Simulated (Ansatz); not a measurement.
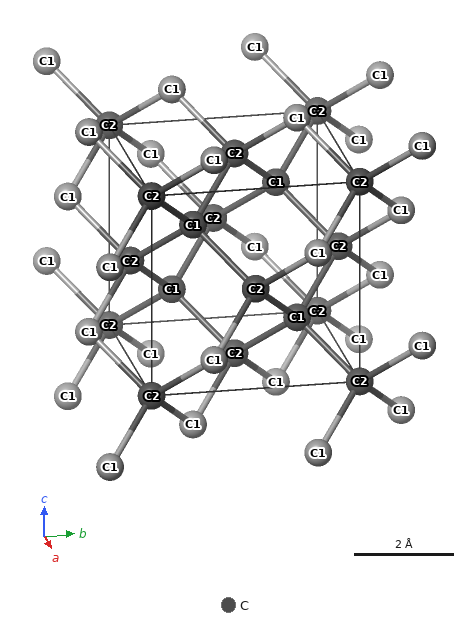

**Figure 1.** The structure as given in the input (ball-and-stick view of the cell 4 times as large as that of the calculation, set on its symmetry axes, seen at an oblique angle; neighbours outside the cell are drawn fainter; atoms are numbered from 1 in the order of the input). Near neighbours in the crystal (not all of them lie inside the picture): C has 4 C at 1.87 Å.

# C: geometry relaxation (part 1 of 2)

- system: C (Fd-3m, 2 atoms in the cell)
- method: DFT PBE, scalar-relativistic, plane waves, PAW, no spin polarisation (Ansatz 0.2.0)

The structure was made by swapping elements on the sites of another compound; it need not be a known phase. It belongs to a series of runs on one base structure; here: Si -> C on all its sites, cell and atoms relaxed. Figures and captions count atoms from 1; the log counts them from 0 in places.

## Output
```
Engine: ansatz 0.2.0, aarch64-unknown-linux-gnu
Pseudopotentials: kind: paw
Pseudopotential: C, paw, valence charge 4, recommended cutoff 420 eV (normal), C.paw.azcp
Functional definition: PBE
  parameter kappa = 0.804
  parameter beta = 0.06672455060314922
  exchange = pbe_x(kappa = kappa, mu = beta*pi^2/3)
  correlation = pbe_c(beta = beta)
Crystal: 2 atoms, lattice volume = 20.036 Å³
Basis set: ecut = 420 eV, 387 PW (Γ), exchange–correlation on 48×48×48 points (8 copies of the dense FFT grid, shifted against one another)
Bands: 8, of which v1, the nominal top of the filled ones, is band 4 counted from 1 (3 counted from 0)
Symmetry: 48 space group operations
Space group: Fd-3m (ITA 227), of the structure as read, at distance tolerance 2.7e-5 Å
k-points: 29 of 512
Non-local potential: C, projectors of the file, l = 0: 2, l = 1: 2, l = 2: 1
PAW form: soft (Blöchl's): semilocal exchange-correlation on the pseudo side does not see the compensation charge
PAW one-centre angular grid: C, 110 points (default); XC on 64 Gauss nodes
Initial density: superposition of atomic densities (neutral atoms: chi_scale 0, normalization atom), corrected by the library's trained network
Initial wavefunctions: pseudopotential atomic-orbital guess
Functional: x = pbe(κ = 0.804, μ = 0.2195149727645171), c = pbe(β = 0.06672455060314922)
SCF iter   1: F=—  HF=-498.163349 eV  |F-HF|=—  |Δ(HF+E_count)|=         —  Δρ=2.10e-3  dr2=5.61e-4  ethr=1.77e-3  ⟨swp⟩=4.0  Hψ=1472  notcnv=0
preconditioner: auto → none  [insulator: Δε(μ)=2.633 eV  Ē_g=12.558 eV  σ=0.100 eV  W_gap=1.00  n_scr=0 (ndim 8)  ℏωp=23.5 eV  f_vac=0.000  D(μ)=0.00/eV (n_scr^D=0)  ε∞_Penn≈4.5]
SCF iter   2: F=—  HF=-498.163230 eV  |F-HF|=—  |Δ(HF+E_count)|=   1.19e-4  Δρ=1.03e-3  dr2=1.21e-4  ethr=7.01e-6  ⟨swp⟩=2.3  Hψ=561  notcnv=0
SCF iter   3: F=—  HF=-498.163647 eV  |F-HF|=—  |Δ(HF+E_count)|=   4.18e-4  Δρ=1.01e-4  dr2=1.53e-6  ethr=1.51e-6  ⟨swp⟩=2.0  Hψ=348  notcnv=0
SCF iter   4: F=—  HF=-498.163651 eV  |F-HF|=—  |Δ(HF+E_count)|=   3.25e-6  Δρ=2.03e-5  dr2=6.02e-8  ethr=1.92e-8  ⟨swp⟩=2.2  Hψ=344  notcnv=0
iter 5 did not close the SCF: its close was put off for the readings that it lacked (scf_convergence_deferred on its scf_iter line)
SCF iter   5: F=-498.163651 eV  HF=-498.163651 eV  |F-HF|=3.26e-10  |Δ(HF+E_count)|=   1.28e-7  Δρ=1.41e-6  dr2=1.93e-10  ethr=7.53e-10  ⟨swp⟩=2.2  Hψ=347  notcnv=0
SCF iter   6: F=-498.163651 eV  HF=-498.163651 eV  |F-HF|=1.88e-12  |Δ(HF+E_count)|=  3.22e-10  Δρ=9.58e-8  dr2=6.80e-13  ethr=2.41e-12  ⟨swp⟩=1.0  Hψ=685  notcnv=0
SCF 1 converged in 6 iterations: F = -498.163651 eV  dr2 = 6.80e-13
  greatest PAW one-centre occupation: 0.617 electrons in one spin orbital (limit 2), on the C atom at site 1 (counted from 0), in its partial waves of l = 0
relax step   1: F+E_penalty+E_count = -498.16365073 eV  Δ(F+E_penalty+E_count) = +0.000e0 eV  max|allowed force component| = 5.551e-17 eV/Å  Δτ_max = 0.0000 Å  P = -78.491 GPa  Ω = 20.036 Å³  (6 SCF iters, dr2 threshold 1.00e-7 eV, accepted)
Crystal: 2 atoms, lattice volume = 17.246 Å³
Basis set: ecut = 420 eV, 331 PW (Γ), exchange–correlation on 48×48×48 points (8 copies of the dense FFT grid, shifted against one another)
Initial density: handed on by an earlier stage of this run
Initial wavefunctions: those handed on with the density
iter 1 solved again at ethr=6.31e-4 eV; its pass at ethr=3.10e-3 eV (dr2=5.05e-2 eV) is discarded
SCF iter   1: F=—  HF=-499.573860 eV  |F-HF|=—  |Δ(HF+E_count)|=         —  Δρ=1.75e-2  dr2=5.06e-2  ethr=6.31e-4  ⟨swp⟩=1.0  Hψ=1792  notcnv=0
preconditioner: auto → none  [insulator: Δε(μ)=3.333 eV  Ē_g=14.132 eV  σ=0.100 eV  W_gap=1.00  n_scr=0 (ndim 8)  ℏωp=25.3 eV  f_vac=0.000  D(μ)=0.00/eV (n_scr^D=0)  ε∞_Penn≈4.2]
SCF iter   2: F=—  HF=-499.561277 eV  |F-HF|=—  |Δ(HF+E_count)|=   1.26e-2  Δρ=7.54e-3  dr2=9.68e-3  ethr=6.31e-4  ⟨swp⟩=2.0  Hψ=343  notcnv=0
SCF iter   3: F=—  HF=-499.559448 eV  |F-HF|=—  |Δ(HF+E_count)|=   1.83e-3  Δρ=6.12e-4  dr2=3.60e-5  ethr=1.21e-4  ⟨swp⟩=2.0  Hψ=348  notcnv=0
SCF iter   4: F=—  HF=-499.559496 eV  |F-HF|=—  |Δ(HF+E_count)|=   4.79e-5  Δρ=5.67e-5  dr2=2.95e-7  ethr=4.50e-7  ⟨swp⟩=2.3  Hψ=332  notcnv=0
iter 5 did not close the SCF: its close was put off for the readings that it lacked (scf_convergence_deferred on its scf_iter line)
SCF iter   5: F=-499.559496 eV  HF=-499.559496 eV  |F-HF|=4.06e-9  |Δ(HF+E_count)|=   6.10e-8  Δρ=6.60e-6  dr2=2.81e-9  ethr=3.69e-9  ⟨swp⟩=1.3  Hψ=247  notcnv=0
SCF iter   6: F=-499.559496 eV  HF=-499.559496 eV  |F-HF|=4.43e-12  |Δ(HF+E_count)|=   5.08e-9  Δρ=5.88e-7  dr2=4.28e-11  ethr=3.51e-11  ⟨swp⟩=1.3  Hψ=698  notcnv=0
SCF 2 converged in 6 iterations: F = -499.559496 eV  dr2 = 4.28e-11
  greatest PAW one-centre occupation: 0.611 electrons in one spin orbital (limit 2), on the C atom at site 1 (counted from 0), in its partial waves of l = 0
relax step   2: F+E_penalty+E_count = -499.55949576 eV  Δ(F+E_penalty+E_count) = -1.396e0 eV  max|allowed force component| = 4.996e-16 eV/Å  Δτ_max = 0.0000 Å  P = -79.368 GPa  Ω = 17.246 Å³  energy of the carried Pulay correction = +8.770e-3 eV  (6 SCF iters, dr2 threshold 2.00e-7 eV, accepted)
Crystal: 2 atoms, lattice volume = 14.728 Å³
Basis set: ecut = 420 eV, 283 PW (Γ), exchange–correlation on 48×48×48 points (8 copies of the dense FFT grid, shifted against one another)
iter 1 solved again at ethr=9.88e-4 eV; its pass at ethr=3.10e-3 eV (dr2=7.90e-2 eV) is discarded
SCF iter   1: F=—  HF=-500.772592 eV  |F-HF|=—  |Δ(HF+E_count)|=         —  Δρ=2.40e-2  dr2=7.92e-2  ethr=9.88e-4  ⟨swp⟩=1.0  Hψ=1827  notcnv=0
preconditioner: auto → none  [insulator: Δε(μ)=3.703 eV  Ē_g=16.030 eV  σ=0.100 eV  W_gap=1.00  n_scr=0 (ndim 8)  ℏωp=27.4 eV  f_vac=0.000  D(μ)=0.00/eV (n_scr^D=0)  ε∞_Penn≈3.9]
SCF iter   2: F=—  HF=-500.750466 eV  |F-HF|=—  |Δ(HF+E_count)|=   2.21e-2  Δρ=1.00e-2  dr2=1.44e-2  ethr=9.88e-4  ⟨swp⟩=2.3  Hψ=368  notcnv=0
SCF iter   3: F=—  HF=-500.747031 eV  |F-HF|=—  |Δ(HF+E_count)|=   3.43e-3  Δρ=7.84e-4  dr2=4.98e-5  ethr=1.80e-4  ⟨swp⟩=3.0  Hψ=454  notcnv=0
SCF iter   4: F=—  HF=-500.747098 eV  |F-HF|=—  |Δ(HF+E_count)|=   6.72e-5  Δρ=7.74e-5  dr2=6.78e-7  ethr=6.22e-7  ⟨swp⟩=2.4  Hψ=340  notcnv=0
iter 5 did not close the SCF: its close was put off for the readings that it lacked (scf_convergence_deferred on its scf_iter line)
SCF iter   5: F=-500.747098 eV  HF=-500.747098 eV  |F-HF|=1.37e-9  |Δ(HF+E_count)|=   9.50e-9  Δρ=7.63e-6  dr2=3.87e-9  ethr=8.48e-9  ⟨swp⟩=2.0  Hψ=339  notcnv=0
SCF iter   6: F=-500.747098 eV  HF=-500.747098 eV  |F-HF|=7.96e-12  |Δ(HF+E_count)|=   2.06e-9  Δρ=2.74e-7  dr2=4.90e-12  ethr=4.84e-11  ⟨swp⟩=1.8  Hψ=710  notcnv=0
SCF 3 converged in 6 iterations: F = -500.747098 eV  dr2 = 4.90e-12
  greatest PAW one-centre occupation: 0.615 electrons in one spin orbital (limit 2), on the C atom at site 1 (counted from 0), in its partial waves of l = 0
relax step   3: F+E_penalty+E_count = -500.74709835 eV  Δ(F+E_penalty+E_count) = -1.188e0 eV  max|allowed force component| = 1.249e-16 eV/Å  Δτ_max = 0.0000 Å  P = -67.571 GPa  Ω = 14.728 Å³  energy of the carried Pulay correction = +1.790e-2 eV  (6 SCF iters, dr2 threshold 2.00e-7 eV, accepted)
Crystal: 2 atoms, lattice volume = 12.468 Å³
Basis set: ecut = 420 eV, 259 PW (Γ), exchange–correlation on 48×48×48 points (8 copies of the dense FFT grid, shifted against one another)
iter 1 solved again at ethr=1.48e-3 eV; its pass at ethr=3.10e-3 eV (dr2=1.19e-1 eV) is discarded
SCF iter   1: F=—  HF=-501.543187 eV  |F-HF|=—  |Δ(HF+E_count)|=         —  Δρ=3.29e-2  dr2=1.19e-1  ethr=1.48e-3  ⟨swp⟩=1.0  Hψ=1912  notcnv=0
preconditioner: auto → none  [insulator: Δε(μ)=4.102 eV  Ē_g=18.256 eV  σ=0.100 eV  W_gap=1.00  n_scr=0 (ndim 8)  ℏωp=29.7 eV  f_vac=0.000  D(μ)=0.00/eV (n_scr^D=0)  ε∞_Penn≈3.7]
SCF iter   2: F=—  HF=-501.507743 eV  |F-HF|=—  |Δ(HF+E_count)|=   3.54e-2  Δρ=1.34e-2  dr2=2.07e-2  ethr=1.48e-3  ⟨swp⟩=2.5  Hψ=379  notcnv=0
SCF iter   3: F=—  HF=-501.502253 eV  |F-HF|=—  |Δ(HF+E_count)|=   5.49e-3  Δρ=1.03e-3  dr2=6.54e-5  ethr=2.58e-4  ⟨swp⟩=3.0  Hψ=463  notcnv=0
SCF iter   4: F=—  HF=-501.502346 eV  |F-HF|=—  |Δ(HF+E_count)|=   9.38e-5  Δρ=1.05e-4  dr2=1.12e-6  ethr=8.18e-7  ⟨swp⟩=2.4  Hψ=338  notcnv=0
iter 5 did not close the SCF: its close was put off for the readings that it lacked (scf_convergence_deferred on its scf_iter line)
SCF iter   5: F=-501.502346 eV  HF=-501.502346 eV  |F-HF|=3.08e-10  |Δ(HF+E_count)|=   6.34e-8  Δρ=9.88e-6  dr2=5.92e-9  ethr=1.40e-8  ⟨swp⟩=2.0  Hψ=344  notcnv=0
SCF iter   6: F=-501.502346 eV  HF=-501.502346 eV  |F-HF|=8.30e-12  |Δ(HF+E_count)|=  3.25e-10  Δρ=3.40e-7  dr2=3.08e-12  ethr=7.40e-11  ⟨swp⟩=1.4  Hψ=707  notcnv=0
SCF 4 converged in 6 iterations: F = -501.502346 eV  dr2 = 3.08e-12
  greatest PAW one-centre occupation: 0.630 electrons in one spin orbital (limit 2), on the C atom at site 1 (counted from 0), in its partial waves of l = 0
relax step   4: F+E_penalty+E_count = -501.50234630 eV  Δ(F+E_penalty+E_count) = -7.552e-1 eV  max|allowed force component| = 3.284e-16 eV/Å  Δτ_max = 0.0000 Å  P = -32.418 GPa  Ω = 12.468 Å³  energy of the carried Pulay correction = +2.730e-2 eV  (6 SCF iters, dr2 threshold 2.00e-7 eV, accepted)
Crystal: 2 atoms, lattice volume = 11.367 Å³
Basis set: ecut = 420 eV, 229 PW (Γ), exchange–correlation on 48×48×48 points (8 copies of the dense FFT grid, shifted against one another)
iter 1 solved again at ethr=5.83e-4 eV; its pass at ethr=3.10e-3 eV (dr2=4.66e-2 eV) is discarded
SCF iter   1: F=—  HF=-501.638102 eV  |F-HF|=—  |Δ(HF+E_count)|=         —  Δρ=2.21e-2  dr2=4.73e-2  ethr=5.83e-4  ⟨swp⟩=1.0  Hψ=1900  notcnv=0
preconditioner: auto → none  [insulator: Δε(μ)=4.245 eV  Ē_g=19.591 eV  σ=0.100 eV  W_gap=1.00  n_scr=0 (ndim 8)  ℏωp=31.2 eV  f_vac=0.000  D(μ)=0.00/eV (n_scr^D=0)  ε∞_Penn≈3.5]
SCF iter   2: F=—  HF=-501.624273 eV  |F-HF|=—  |Δ(HF+E_count)|=   1.38e-2  Δρ=8.93e-3  dr2=8.07e-3  ethr=5.83e-4  ⟨swp⟩=2.2  Hψ=359  notcnv=0
SCF iter   3: F=—  HF=-501.622118 eV  |F-HF|=—  |Δ(HF+E_count)|=   2.15e-3  Δρ=7.03e-4  dr2=2.84e-5  ethr=1.01e-4  ⟨swp⟩=2.0  Hψ=348  notcnv=0
SCF iter   4: F=—  HF=-501.622156 eV  |F-HF|=—  |Δ(HF+E_count)|=   3.80e-5  Δρ=1.00e-4  dr2=9.82e-7  ethr=3.55e-7  ⟨swp⟩=2.4  Hψ=336  notcnv=0
iter 5 did not close the SCF: its close was put off for the readings that it lacked (scf_convergence_deferred on its scf_iter line)
SCF iter   5: F=-501.622156 eV  HF=-501.622156 eV  |F-HF|=1.72e-9  |Δ(HF+E_count)|=   1.59e-7  Δρ=8.90e-6  dr2=6.06e-9  ethr=1.23e-8  ⟨swp⟩=2.0  Hψ=346  notcnv=0
SCF iter   6: F=-501.622156 eV  HF=-501.622156 eV  |F-HF|=4.21e-12  |Δ(HF+E_count)|=   1.16e-9  Δρ=3.38e-7  dr2=6.04e-12  ethr=7.57e-11  ⟨swp⟩=1.4  Hψ=832  notcnv=0
SCF 5 converged in 6 iterations: F = -501.622156 eV  dr2 = 6.04e-12
  greatest PAW one-centre occupation: 0.643 electrons in one spin orbital (limit 2), on the C atom at site 1 (counted from 0), in its partial waves of l = 0
relax step   5: F+E_penalty+E_count = -501.62215607 eV  Δ(F+E_penalty+E_count) = -1.198e-1 eV  max|allowed force component| = 2.082e-16 eV/Å  Δτ_max = 0.0000 Å  P = +1.574 GPa  Ω = 11.367 Å³  energy of the carried Pulay correction = +3.236e-2 eV  (6 SCF iters, dr2 threshold 2.00e-7 eV, accepted)
Crystal: 2 atoms, lattice volume = 11.409 Å³
iter 1 solved again at ethr=1.04e-6 eV; its pass at ethr=3.10e-3 eV (dr2=8.36e-5 eV) is discarded
SCF iter   1: F=—  HF=-501.622189 eV  |F-HF|=—  |Δ(HF+E_count)|=         —  Δρ=9.17e-4  dr2=8.25e-5  ethr=1.04e-6  ⟨swp⟩=1.0  Hψ=1633  notcnv=0
preconditioner: auto → none  [insulator: Δε(μ)=4.126 eV  Ē_g=19.546 eV  σ=0.100 eV  W_gap=1.00  n_scr=0 (ndim 8)  ℏωp=31.1 eV  f_vac=0.000  D(μ)=0.00/eV (n_scr^D=0)  ε∞_Penn≈3.5]
SCF iter   2: F=—  HF=-501.622166 eV  |F-HF|=—  |Δ(HF+E_count)|=   2.23e-5  Δρ=3.74e-4  dr2=1.44e-5  ethr=1.03e-6  ⟨swp⟩=1.0  Hψ=232  notcnv=0
iter 3 did not close the SCF: its close was put off for the readings that it lacked (scf_convergence_deferred on its scf_iter line)
SCF iter   3: F=-501.622163 eV  HF=-501.622163 eV  |F-HF|=6.24e-8  |Δ(HF+E_count)|=   3.60e-6  Δρ=3.00e-5  dr2=5.55e-8  ethr=1.79e-7  ⟨swp⟩=2.0  Hψ=348  notcnv=0
iter 4 did not close the SCF: its close was put off for the readings that it lacked (scf_convergence_deferred on its scf_iter line)
SCF iter   4: F=-501.622163 eV  HF=-501.622163 eV  |F-HF|=8.65e-10  |Δ(HF+E_count)|=   6.88e-8  Δρ=4.88e-6  dr2=2.36e-9  ethr=6.94e-10  ⟨swp⟩=2.4  Hψ=337  notcnv=0
iter 5 did not close the SCF: its close was put off for the readings that it lacked (scf_convergence_deferred on its scf_iter line)
SCF iter   5: F=-501.622163 eV  HF=-501.622163 eV  |F-HF|=3.81e-12  |Δ(HF+E_count)|=  4.91e-10  Δρ=3.97e-7  dr2=1.28e-11  ethr=2.95e-11  ⟨swp⟩=2.0  Hψ=348  notcnv=0
SCF iter   6: F=-501.622163 eV  HF=-501.622163 eV  |F-HF|=5.68e-14  |Δ(HF+E_count)|=  6.25e-13  Δρ=2.05e-8  dr2=3.00e-14  ethr=1.00e-12  ⟨swp⟩=1.0  Hψ=580  notcnv=0
SCF 6 converged in 6 iterations: F = -501.622163 eV  dr2 = 3.00e-14
relax step   6: F+E_penalty+E_count = -501.62216269 eV  Δ(F+E_penalty+E_count) = -6.620e-6 eV  max|allowed force component| = 1.850e-16 eV/Å  Δτ_max = 0.0000 Å  P = +0.002 GPa  Ω = 11.409 Å³  energy of the carried Pulay correction = +3.216e-2 eV  (6 SCF iters, dr2 threshold 2.00e-7 eV, accepted)
Basis set: ecut = 420 eV, 229 PW (Γ), exchange–correlation on 36×36×36 points (8 copies of the dense FFT grid, shifted against one another)
Initial wavefunctions: pseudopotential atomic-orbital guess (no wavefunctions were taken with the density)
iter 1 solved again at ethr=2.14e-7 eV; its pass at ethr=3.10e-3 eV (dr2=1.71e-5 eV) is discarded
SCF iter   1: F=—  HF=-501.614922 eV  |F-HF|=—  |Δ(HF+E_count)|=         —  Δρ=9.63e-4  dr2=1.35e-5  ethr=2.14e-7  ⟨swp⟩=2.2  Hψ=2133  notcnv=0
preconditioner: auto → none  [insulator: Δε(μ)=4.127 eV  Ē_g=19.548 eV  σ=0.100 eV  W_gap=1.00  n_scr=0 (ndim 8)  ℏωp=31.1 eV  f_vac=0.000  D(μ)=0.00/eV (n_scr^D=0)  ε∞_Penn≈3.5]
SCF iter   2: F=—  HF=-501.614954 eV  |F-HF|=—  |Δ(HF+E_count)|=   3.19e-5  Δρ=4.85e-4  dr2=3.15e-6  ethr=1.68e-7  ⟨swp⟩=2.0  Hψ=346  notcnv=0
SCF iter   3: F=—  HF=-501.614965 eV  |F-HF|=—  |Δ(HF+E_count)|=   1.11e-5  Δρ=2.14e-5  dr2=8.44e-9  ethr=3.94e-8  ⟨swp⟩=2.0  Hψ=348  notcnv=0
SCF iter   4: F=—  HF=-501.614966 eV  |F-HF|=—  |Δ(HF+E_count)|=   2.78e-7  Δρ=9.25e-7  dr2=1.93e-11  ethr=1.05e-10  ⟨swp⟩=2.1  Hψ=344  notcnv=0
iter 5 did not close the SCF: its close was put off for the readings that it lacked (scf_convergence_deferred on its scf_iter line)
SCF iter   5: F=-501.614966 eV  HF=-501.614966 eV  |F-HF|=8.53e-13  |Δ(HF+E_count)|=  7.05e-11  Δρ=7.94e-8  dr2=1.67e-13  ethr=1.00e-12  ⟨swp⟩=2.4  Hψ=335  notcnv=0
SCF iter   6: F=-501.614966 eV  HF=-501.614966 eV  |F-HF|=2.84e-13  |Δ(HF+E_count)|=  1.02e-12  Δρ=4.25e-9  dr2=1.62e-15  ethr=1.00e-12  ⟨swp⟩=1.0  Hψ=580  notcnv=0
SCF 7 converged in 6 iterations: F = -501.614966 eV  dr2 = 1.62e-15
```
